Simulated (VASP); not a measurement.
## Geometry relaxation of Al₁₆N₁₅ (part 6 of 6)

Al₁₆N₁₅ (defect cell, 31 atoms in the cell); Kohn-Sham DFT of a periodic cell, PBEsol, VASP PAW PBE potentials, recommended, spin-polarised (VASP 6.6.1); cutoff 450 eV, 3×3×2 k-mesh, Gaussian smearing of 0.03 eV, collinear spins. The structure derives from an entry of the Crystallography Open Database. It belongs to a series of runs on one base structure; here: atoms moved at random by about 0.05 A.

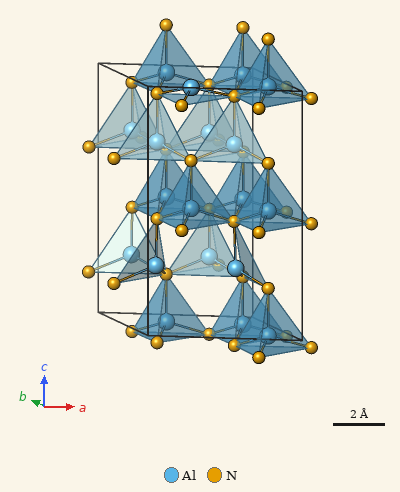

Fig. 1: The geometry at step 8 of the log (polyhedral view of the cell of the calculation, seen slightly off an axis; polyhedra are completed across the faces of the cell).

**CONTCAR**
```
Al16N15
   1.00000000000000
     6.2200008609999999    0.0000000000000000    0.0000000000000000
    -3.1100004305000000    5.3866787572000003    0.0000000000000000
     0.0000000000000000    0.0000000000000000    9.9600000000000009
  Al              N
    16    15
Direct
     0.3327669280401301    0.1658860962109195    0.9804460127576140
     0.3325570308876734    0.1676327042835165    0.5018612580547341
     0.3349887854449865    0.6681570851403443    0.0004323427928380
     0.3348297044341156    0.6689412218953612    0.5012864046525874
     0.8318541224297509    0.1650045963006421    0.0006135509316190
     0.8315435379137784    0.1653592269758654    0.5013665953000853
     0.8313908408278848    0.6680789200897252    0.0001560715386786
     0.8312342337883656    0.6688445440948292    0.5012778661419356
     0.1600864637069664    0.3408630478631528    0.2532391800838067
     0.1651290497275853    0.3351179109318387    0.7486667767710568
     0.1588906244110944    0.8224217107184898    0.2525661636197313
     0.1647313848807677    0.8312450390475609    0.7483058265157558
     0.6781946528836506    0.3419821252195586    0.2530057950888471
     0.6684251887231788    0.3348275430673684    0.7484629347339732
     0.6655672321498014    0.8345229906497582    0.2520838634805276
     0.6660850804967177    0.8338422569392857    0.7504863440831788
     0.3326580368002692    0.1671097005616106    0.6935495686680430
     0.3332122215100876    0.6687214010929062    0.1907816737776797
     0.3330483078286187    0.6673275581906066    0.6913690561457237
     0.8318184946853940    0.1672681399295990    0.1909578158550617
     0.8327041547325678    0.1669481752159172    0.6915231422682002
     0.8317722857236572    0.6688986820386439    0.1904247150496647
     0.8323830511697097    0.6671884196245969    0.6913163121427105
     0.1663856163980750    0.3340275184623704    0.4416149076147303
     0.1655791985812975    0.3344813283704393    0.9422883537780410
     0.1662695478942265    0.8353563228674635    0.4411747033526858
     0.1646321554916564    0.8307537613674900    0.9412305120546919
     0.6649675123199921    0.3338234772364013    0.4415818672856974
     0.6682158190025697    0.3346068619960963    0.9416924620632647
     0.6658702305024934    0.8344252668791436    0.4416625099432177
     0.6661275066129133    0.8339263667385010    0.9414894134536188

  0.00000000E+00  0.00000000E+00  0.00000000E+00
  0.00000000E+00  0.00000000E+00  0.00000000E+00
  0.00000000E+00  0.00000000E+00  0.00000000E+00
  0.00000000E+00  0.00000000E+00  0.00000000E+00
  0.00000000E+00  0.00000000E+00  0.00000000E+00
  0.00000000E+00  0.00000000E+00  0.00000000E+00
  0.00000000E+00  0.00000000E+00  0.00000000E+00
  0.00000000E+00  0.00000000E+00  0.00000000E+00
  0.00000000E+00  0.00000000E+00  0.00000000E+00
  0.00000000E+00  0.00000000E+00  0.00000000E+00
  0.00000000E+00  0.00000000E+00  0.00000000E+00
  0.00000000E+00  0.00000000E+00  0.00000000E+00
  0.00000000E+00  0.00000000E+00  0.00000000E+00
  0.00000000E+00  0.00000000E+00  0.00000000E+00
  0.00000000E+00  0.00000000E+00  0.00000000E+00
  0.00000000E+00  0.00000000E+00  0.00000000E+00
  0.00000000E+00  0.00000000E+00  0.00000000E+00
  0.00000000E+00  0.00000000E+00  0.00000000E+00
  0.00000000E+00  0.00000000E+00  0.00000000E+00
  0.00000000E+00  0.00000000E+00  0.00000000E+00
  0.00000000E+00  0.00000000E+00  0.00000000E+00
  0.00000000E+00  0.00000000E+00  0.00000000E+00
  0.00000000E+00  0.00000000E+00  0.00000000E+00
  0.00000000E+00  0.00000000E+00  0.00000000E+00
  0.00000000E+00  0.00000000E+00  0.00000000E+00
  0.00000000E+00  0.00000000E+00  0.00000000E+00
  0.00000000E+00  0.00000000E+00  0.00000000E+00
  0.00000000E+00  0.00000000E+00  0.00000000E+00
  0.00000000E+00  0.00000000E+00  0.00000000E+00
  0.00000000E+00  0.00000000E+00  0.00000000E+00
  0.00000000E+00  0.00000000E+00  0.00000000E+00
```

**Trajectory as extended XYZ (Å, eV, eV/Å), 7 of the 16 frames kept, from step=0 to step=15**
```
31
Lattice="6.2200 0.0000 0.0000 -3.1100 5.3867 0.0000 0.0000 0.0000 9.9600" Properties=species:S:1:pos:R:3:forces:R:3 step=0 energy=-241.55974
Al    1.5551    0.8720    0.0124    0.1785   0.3037  -1.3900
Al    1.4981    0.8862    4.9424    1.9916   0.1515   1.4313
Al    0.0213    3.5884    0.0116   -0.4226   0.1855   0.0272
Al    0.0041    3.6128    5.0006   -0.1247  -0.3175  -0.1102
Al    4.6882    0.9153    9.9393   -1.1392  -0.7284   0.6803
Al    4.6478    0.9045    4.9417    0.4279  -0.0512   0.9919
Al    3.0929    3.6097    0.0436   -0.5937  -0.5429  -1.3307
Al    3.1157    3.6140    4.9485   -0.9446  -0.2903   0.5994
Al   -0.0122    1.8221    2.5221   -0.7799   0.4738  -0.2979
Al   -0.0069    1.7882    7.4712   -0.0164  -0.2967   0.0305
Al   -1.6061    4.4812    2.4811    0.4580  -0.7160   0.5065
Al   -1.5400    4.5112    7.4467   -0.6534  -0.1639   0.1504
Al    3.1117    1.7931    2.4591    0.3964   0.4948   0.8048
Al    3.0773    1.8297    7.5121    0.8741  -0.3356  -1.6664
Al    1.5673    4.5084    2.4818   -0.4649  -0.0555   0.7577
Al    1.5279    4.4630    7.4470    0.6433   0.4127   0.1255
N     1.5707    0.9367    6.8993   -0.3995  -0.6292  -0.5151
N    -0.0168    3.6250    1.9457    0.2041  -0.1148  -0.6782
N    -0.0049    3.5658    6.8914   -0.3777   0.2036  -0.0388
N     4.6487    0.9246    1.9360    0.5696  -0.4396  -0.7696
N     4.6852    0.8743    6.9205   -0.6234   0.5516  -0.8869
N     3.0963    3.5721    1.8863   -0.4105   0.2991   0.4388
N     3.1031    3.5868    6.8373    0.3487   0.3107   0.5565
N     0.0737    1.8041    4.3769   -1.6977   0.3290  -0.1248
N    -0.0581    1.7685    9.4028    2.2431   0.8471   0.1482
N    -1.5759    4.4867    4.3954    0.4422   0.3563  -0.6218
N    -1.6027    4.4506    9.3919    0.9279   0.6671   0.2301
N     3.1279    1.8247    4.3821   -0.9294  -0.6143  -0.7300
N     3.1527    1.7711    9.3217   -1.2460   0.6069   2.1693
N     1.5145    4.4926    4.4325    0.8427   0.2697  -1.0039
N     1.5314    4.5363    9.3534    0.2755  -1.1671   0.5160
31
Lattice="6.2200 0.0000 0.0000 -3.1100 5.3867 0.0000 0.0000 0.0000 9.9600" Properties=species:S:1:pos:R:3:forces:R:3 step=2 energy=-242.44468
Al    1.5613    0.8825    9.9241   -0.0025   0.0082  -0.6977
Al    1.5673    0.8915    4.9922   -0.2993   0.2790  -0.1290
Al    0.0067    3.5949    0.0125   -0.0797   0.0931   0.0444
Al   -0.0002    3.6018    4.9968    0.0557   0.0163  -0.2036
Al    4.6486    0.8900    0.0030    0.4265  -0.0005   0.0695
Al    4.6626    0.9027    4.9762    0.0919   0.0399   0.0295
Al    3.0723    3.5908    9.9573    0.1669   0.1016   0.1621
Al    3.0828    3.6039    4.9693    0.1523   0.0041  -0.1174
Al   -0.0393    1.8385    2.5117   -0.4236   0.2369  -0.0449
Al   -0.0075    1.7778    7.4722    0.0528   0.2477   0.0723
Al   -1.5901    4.4563    2.4987    0.0963  -0.5524   0.0299
Al   -1.5627    4.5056    7.4519    0.1254  -0.1972   0.2561
Al    3.1255    1.8102    2.4871    0.5026   0.2953   0.0245
Al    3.1076    1.8180    7.4542    0.1374  -0.2891   0.1842
Al    1.5512    4.5065    2.5081   -0.0722  -0.0675   0.0389
Al    1.5502    4.4773    7.4514   -0.1546   0.0858   0.2424
N     1.5568    0.9149    6.8814    0.0325  -0.1619   0.0853
N    -0.0097    3.6211    1.9221    0.0414  -0.0014  -0.3524
N    -0.0180    3.5729    6.8900    0.0558   0.1873   0.0353
N     4.6685    0.9093    1.9093   -0.0751  -0.1477  -0.2159
N     4.6636    0.8935    6.8897   -0.1614   0.1122  -0.1445
N     3.0820    3.5825    1.9016   -0.0935   0.1968  -0.1535
N     3.1152    3.5976    6.8567   -0.0812   0.0293   0.2878
N     0.0147    1.8155    4.3725    0.0249  -0.3888   0.3586
N     0.0199    1.7979    9.4079   -0.2504  -0.2409   0.0815
N    -1.5605    4.4991    4.3738   -0.0769   0.0990   0.1520
N    -1.5705    4.4738    9.3999    0.0353   0.1588  -0.1172
N     3.0956    1.8034    4.3567   -0.0079  -0.1909   0.3126
N     3.1094    1.7921    9.3971   -0.2113   0.0581  -0.1950
N     1.5438    4.5020    4.3976   -0.0359   0.0584   0.0719
N     1.5410    4.4958    9.3713    0.0279  -0.0696  -0.1677
31
Lattice="6.2200 0.0000 0.0000 -3.1100 5.3867 0.0000 0.0000 0.0000 9.9600" Properties=species:S:1:pos:R:3:forces:R:3 step=5 energy=-242.55477
Al    1.5607    0.8854    9.8623   -0.0158   0.0700  -0.2238
Al    1.5512    0.9044    4.9927    0.0352  -0.0254  -0.0178
Al    0.0033    3.6005    0.0049    0.0105  -0.0373  -0.0184
Al    0.0014    3.6038    4.9902   -0.0052   0.0063   0.0231
Al    4.6657    0.8855    9.9595   -0.1004  -0.0091   0.0451
Al    4.6638    0.9014    4.9871   -0.0507  -0.0671   0.0186
Al    3.0835    3.5981    9.9581    0.0114  -0.0229   0.0071
Al    3.0926    3.6030    4.9767   -0.0272  -0.0130   0.1118
Al   -0.0675    1.8528    2.5143    0.0305  -0.0768   0.0037
Al   -0.0048    1.7939    7.4723   -0.0303   0.0227  -0.0315
Al   -1.5809    4.4196    2.5053    0.0153   0.0668  -0.0103
Al   -1.5593    4.4898    7.4656   -0.0454  -0.0647  -0.0472
Al    3.1586    1.8322    2.4963   -0.0311   0.0377   0.0447
Al    3.1121    1.8032    7.4616    0.0113   0.0187   0.0027
Al    1.5432    4.5017    2.5139   -0.0043  -0.0102  -0.0438
Al    1.5446    4.4867    7.4649    0.0566   0.0552   0.0025
N     1.5559    0.9021    6.8915   -0.0430  -0.0181   0.0774
N    -0.0081    3.6177    1.8996   -0.0081  -0.0609  -0.0164
N    -0.0120    3.5860    6.8894    0.0314   0.0219   0.0056
N     4.6645    0.8997    1.8964   -0.0142   0.0216  -0.0101
N     4.6604    0.9013    6.8826    0.0366   0.0170   0.1142
N     3.0787    3.5971    1.8935    0.0521   0.0063  -0.0174
N     3.1078    3.5964    6.8779   -0.0298  -0.0328   0.0446
N     0.0065    1.7983    4.3868   -0.0738   0.1011   0.0328
N     0.0025    1.7902    9.4118    0.0259   0.0752  -0.1709
N    -1.5634    4.5035    4.3778    0.0125  -0.0310   0.0786
N    -1.5661    4.4799    9.3931    0.0205  -0.0334  -0.1084
N     3.0995    1.7943    4.3715   -0.0157   0.0584   0.1025
N     3.1073    1.7961    9.3916    0.0707   0.0192  -0.0630
N     1.5437    4.5034    4.3964    0.0424  -0.0793   0.0808
N     1.5426    4.4915    9.3688    0.0323  -0.0162  -0.0168
31
Lattice="6.2200 0.0000 0.0000 -3.1100 5.3867 0.0000 0.0000 0.0000 9.9600" Properties=species:S:1:pos:R:3:forces:R:3 step=8 energy=-242.56976
Al    1.5590    0.8925    9.8286   -0.0024  -0.0363  -0.1923
Al    1.5501    0.9034    4.9913   -0.0374   0.0371   0.0716
Al    0.0042    3.5980    9.9596   -0.0049   0.0147  -0.0189
Al    0.0009    3.6051    4.9924    0.0012  -0.0179   0.0592
Al    4.6591    0.8838    0.0004    0.1011   0.0223  -0.0231
Al    4.6582    0.8948    4.9921    0.0490   0.0164   0.0570
Al    3.0873    3.5980    9.9579    0.0177   0.0059  -0.0364
Al    3.0930    3.6016    4.9901    0.0002   0.0036   0.0215
Al   -0.0696    1.8484    2.5169    0.0590  -0.0665   0.0118
Al   -0.0073    1.7992    7.4688    0.0310   0.0355  -0.0481
Al   -1.5777    4.4187    2.5065    0.0164   0.1067   0.0456
Al   -1.5631    4.4805    7.4634    0.0379   0.0247  -0.0648
Al    3.1619    1.8398    2.5032   -0.0582  -0.0159   0.0687
Al    3.1124    1.8032    7.4638    0.0000  -0.0522  -0.0610
Al    1.5412    4.4998    2.5113    0.0353  -0.0243   0.0235
Al    1.5488    4.4936    7.4671   -0.0267  -0.0358   0.0354
N     1.5517    0.8982    6.9018    0.0196   0.0014  -0.0611
N    -0.0091    3.6111    1.8944    0.0151  -0.0248   0.0280
N    -0.0071    3.5905    6.8891   -0.0043   0.0243  -0.0017
N     4.6622    0.9001    1.8942   -0.0476   0.0051   0.0558
N     4.6654    0.9038    6.8923   -0.0754   0.0067  -0.0692
N     3.0837    3.6006    1.8904    0.0034  -0.0039   0.0308
N     3.1029    3.5924    6.8860    0.0130   0.0014  -0.0206
N    -0.0021    1.8051    4.3904    0.0052  -0.0733   0.0297
N    -0.0014    1.7963    9.3975   -0.0292  -0.0299  -0.0077
N    -1.5628    4.5008    4.3846   -0.0220   0.0076   0.0050
N    -1.5638    4.4765    9.3824    0.0102   0.0552   0.0343
N     3.1012    1.7991    4.3826   -0.0397  -0.0272   0.0180
N     3.1169    1.7981    9.3846   -0.0918   0.0290   0.0222
N     1.5469    4.4961    4.4026    0.0052   0.0207  -0.0552
N     1.5454    4.4904    9.3685    0.0194  -0.0103   0.0421
31
Lattice="6.2200 0.0000 0.0000 -3.1100 5.3867 0.0000 0.0000 0.0000 9.9600" Properties=species:S:1:pos:R:3:forces:R:3 step=10 energy=-242.57666
Al    1.5580    0.8935    9.7998   -0.0227  -0.0110  -0.0794
Al    1.5481    0.9056    4.9955   -0.0314  -0.0273  -0.0239
Al    0.0041    3.5976    9.9570    0.0105   0.0243   0.0594
Al    0.0008    3.6041    4.9974    0.0153   0.0157  -0.0851
Al    4.6627    0.8849    0.0007   -0.0125   0.0194   0.0089
Al    4.6595    0.8928    4.9980   -0.0282   0.0054  -0.0735
Al    3.0898    3.5977    9.9555    0.0349   0.0274   0.0556
Al    3.0923    3.6012    4.9973    0.0112   0.0065  -0.0881
Al   -0.0653    1.8405    2.5182   -0.0055   0.0049   0.0284
Al   -0.0064    1.8038    7.4638   -0.0454  -0.0236  -0.0418
Al   -1.5753    4.4279    2.5099    0.0187  -0.0178   0.0178
Al   -1.5623    4.4782    7.4570   -0.0032   0.0257   0.0117
Al    3.1578    1.8418    2.5112   -0.0004  -0.0044   0.0362
Al    3.1134    1.7994    7.4597   -0.0290   0.0415   0.0009
Al    1.5432    4.4972    2.5113   -0.0026  -0.0042   0.0111
Al    1.5492    4.4941    7.4706    0.0068  -0.0104   0.0253
N     1.5510    0.8967    6.9017   -0.0030   0.0242   0.0040
N    -0.0083    3.6061    1.8944   -0.0059  -0.0028   0.0206
N    -0.0055    3.5942    6.8892    0.0099  -0.0102   0.0160
N     4.6576    0.9010    1.8972   -0.0179  -0.0104   0.0103
N     4.6614    0.9055    6.8922    0.0478  -0.0492  -0.0201
N     3.0863    3.6015    1.8914    0.0394   0.0074  -0.0003
N     3.1019    3.5909    6.8879    0.0080   0.0136   0.0135
N    -0.0059    1.8035    4.3949    0.0479  -0.0492   0.0294
N    -0.0034    1.7974    9.3888   -0.0400  -0.0031   0.0125
N    -1.5640    4.5001    4.3890    0.0020   0.0315   0.0411
N    -1.5618    4.4794    9.3793   -0.0009  -0.0344  -0.0196
N     3.0979    1.7994    4.3898    0.0246  -0.0369   0.0377
N     3.1134    1.8014    9.3829    0.0485  -0.0397  -0.0218
N     1.5493    4.4939    4.4022   -0.0508   0.0370   0.0070
N     1.5485    4.4886    9.3708   -0.0259   0.0498   0.0062
31
Lattice="6.2200 0.0000 0.0000 -3.1100 5.3867 0.0000 0.0000 0.0000 9.9600" Properties=species:S:1:pos:R:3:forces:R:3 step=12 energy=-242.57953
Al    1.5560    0.8933    9.7816   -0.0070   0.0136  -0.0326
Al    1.5452    0.9049    4.9958    0.0354  -0.0175   0.0175
Al    0.0047    3.5990    9.9596    0.0127  -0.0029   0.0141
Al    0.0017    3.6047    4.9943   -0.0023  -0.0089   0.0126
Al    4.6636    0.8866    0.0014   -0.0454  -0.0003   0.0220
Al    4.6583    0.8923    4.9959   -0.0134  -0.0070   0.0056
Al    3.0931    3.5993    9.9580   -0.0224  -0.0100   0.0007
Al    3.0926    3.6014    4.9948   -0.0230   0.0049   0.0000
Al   -0.0637    1.8373    2.5206   -0.0162   0.0108   0.0024
Al   -0.0090    1.8044    7.4588   -0.0503  -0.0063  -0.0033
Al   -1.5730    4.4309    2.5126    0.0155  -0.0265   0.0036
Al   -1.5621    4.4789    7.4549    0.0057  -0.0165   0.0045
Al    3.1559    1.8423    2.5171    0.0017   0.0000  -0.0102
Al    3.1120    1.8003    7.4579    0.0516   0.0227  -0.0115
Al    1.5440    4.4958    2.5120   -0.0059   0.0039  -0.0193
Al    1.5499    4.4936    7.4739    0.0036  -0.0007  -0.0109
N     1.5505    0.8976    6.9019   -0.0144   0.0177   0.0305
N    -0.0083    3.6036    1.8957    0.0011   0.0008   0.0480
N    -0.0041    3.5952    6.8903   -0.0045  -0.0103  -0.0470
N     4.6544    0.9007    1.8992    0.0111  -0.0005   0.0165
N     4.6627    0.9031    6.8909   -0.0114  -0.0214  -0.0257
N     3.0901    3.6024    1.8918    0.0182   0.0037   0.0498
N     3.1020    3.5910    6.8897    0.0044   0.0230  -0.0459
N    -0.0045    1.7995    4.3989    0.0007   0.0255  -0.0307
N    -0.0070    1.7977    9.3857    0.0031   0.0384   0.0163
N    -1.5645    4.5018    4.3936    0.0093  -0.0193  -0.0194
N    -1.5609    4.4784    9.3767    0.0075  -0.0337  -0.0084
N     3.0980    1.7972    4.3954    0.0029   0.0144   0.0006
N     3.1149    1.8004    9.3807    0.0133   0.0097   0.0054
N     1.5471    4.4953    4.4024    0.0056  -0.0101  -0.0299
N     1.5482    4.4910    9.3722    0.0127   0.0026   0.0447
31
Lattice="6.2200 0.0000 0.0000 -3.1100 5.3867 0.0000 0.0000 0.0000 9.9600" Properties=species:S:1:pos:R:3:forces:R:3 step=15 energy=-242.58145
Al    1.5539    0.8936    9.7652   -0.0034   0.0083  -0.0137
Al    1.5472    0.9030    4.9985   -0.0029   0.0039   0.0116
Al    0.0057    3.5991    0.0043    0.0045   0.0110  -0.0103
Al    0.0022    3.6034    4.9928    0.0034  -0.0031  -0.0079
Al    4.6610    0.8888    0.0061   -0.0075  -0.0065  -0.0207
Al    4.6579    0.8907    4.9936   -0.0047   0.0053   0.0025
Al    3.0935    3.5987    0.0016    0.0000   0.0093  -0.0001
Al    3.0902    3.6029    4.9927    0.0135  -0.0042  -0.0014
Al   -0.0643    1.8361    2.5223    0.0139  -0.0015  -0.0100
Al   -0.0151    1.8052    7.4567   -0.0079  -0.0120   0.0137
Al   -1.5694    4.4301    2.5156   -0.0007   0.0048  -0.0096
Al   -1.5605    4.4776    7.4531   -0.0081   0.0015   0.0045
Al    3.1548    1.8421    2.5199   -0.0078  -0.0112  -0.0074
Al    3.1163    1.8036    7.4547   -0.0130   0.0102   0.0088
Al    1.5445    4.4953    2.5108    0.0069   0.0054  -0.0058
Al    1.5498    4.4916    7.4748    0.0003   0.0052   0.0143
N     1.5494    0.9002    6.9078    0.0002  -0.0013   0.0016
N    -0.0071    3.6022    1.9002    0.0041  -0.0037  -0.0049
N    -0.0038    3.5947    6.8860   -0.0016  -0.0057   0.0006
N     4.6537    0.9010    1.9019    0.0011   0.0044   0.0090
N     4.6602    0.8993    6.8876    0.0147   0.0043  -0.0027
N     3.0933    3.6031    1.8966    0.0023  -0.0067  -0.0023
N     3.1025    3.5939    6.8855    0.0019   0.0026  -0.0003
N    -0.0039    1.7993    4.3985    0.0133  -0.0157   0.0083
N    -0.0103    1.8017    9.3852   -0.0010  -0.0123   0.0003
N    -1.5638    4.4998    4.3941    0.0026   0.0126   0.0168
N    -1.5596    4.4750    9.3747   -0.0043   0.0016   0.0112
N     3.0979    1.7982    4.3982   -0.0006  -0.0054  -0.0058
N     3.1157    1.8024    9.3793   -0.0039  -0.0035   0.0042
N     1.5467    4.4948    4.3990   -0.0071   0.0007   0.0007
N     1.5498    4.4921    9.3772   -0.0085   0.0015  -0.0053
```

**Results in brief**

```json
{"quantity": "outcome", "value": "converged"}
{"quantity": "electrons treated", "value": "122"}
{"quantity": "free energy", "value": "−242.5814 eV"}
{"quantity": "gap on the k-point mesh", "value": "none (metallic)"}
{"quantity": "net moment of the cell (fixed by the input)", "value": "2.00 μB"}
{"quantity": "pressure", "value": "−3.24 GPa"}
{"quantity": "final volume", "value": "333.71 Å³"}
{"quantity": "largest force (length of the vector) at the end", "value": "0.023 eV/Å"}
{"quantity": "wall time", "value": "21 min (CPU time 83 min)"}
{"quantity": "peak memory", "value": "0.69 GiB"}
```

**Remarks**

The cell is charged and computed with a neutralising background, so its energy and pressure depend on the cell and aren't those of a real crystal.
